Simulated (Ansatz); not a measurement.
Consider MgH$_{4}$.

```xyz
10
Lattice="3.9141 0.0000 0.0000 0.0000 3.9141 0.0000 0.0000 0.0000 4.0126" Properties=species:S:1:pos:R:3 pbc="T T T"
Mg    0.0000    0.0000    0.0000
Mg    1.9571    1.9571    2.0063
H     1.9571    0.9770    0.0000
H     0.0000    2.9340    2.0063
H     0.0000    0.9801    2.0063
H     1.9571    2.9372    0.0000
H     0.9801    0.0000    2.0063
H     2.9372    1.9571    0.0000
H     0.9770    1.9571    0.0000
H     2.9340    0.0000    2.0063
```

Space group I4/mmm; a structure from a database of computed crystals, not necessarily the ambient phase.

Method: Ansatz 0.2.0, DFT PBE, scalar-relativistic, plane waves, PAW.

Predict the valence pseudo-density and electron localisation function between the atoms.

Mg–H (2.23 Å): ρ is about 0.11 e/Å³ halfway; the ELF climbs to about 1 towards the hydrogen.

Does the calculation give a band gap?

It is metallic or semimetallic at this level of theory: no gap opens.

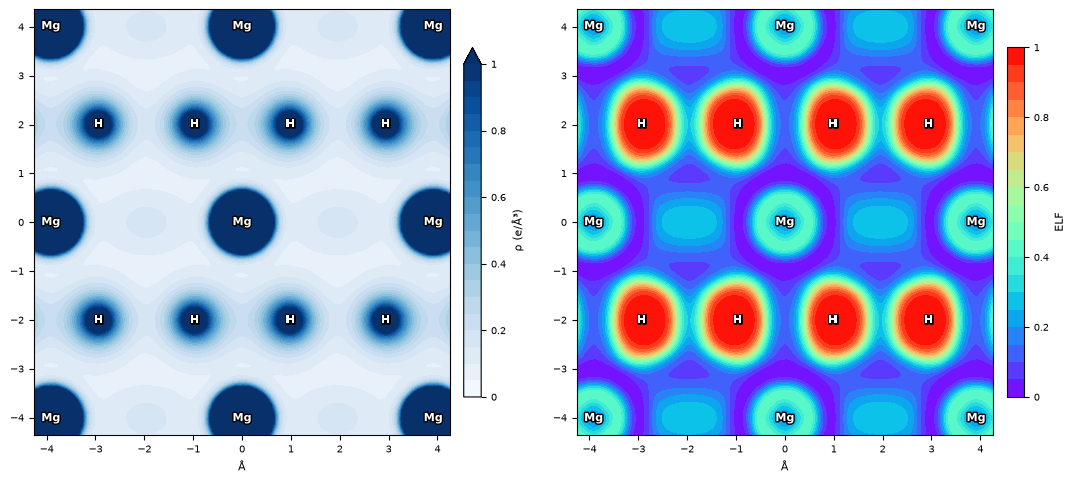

Computed valence pseudo-density and electron localisation function on the (100) plane of the conventional cell, in this order. 

In a PAW calculation such maps are meaningful between the atoms, not at the nuclei.
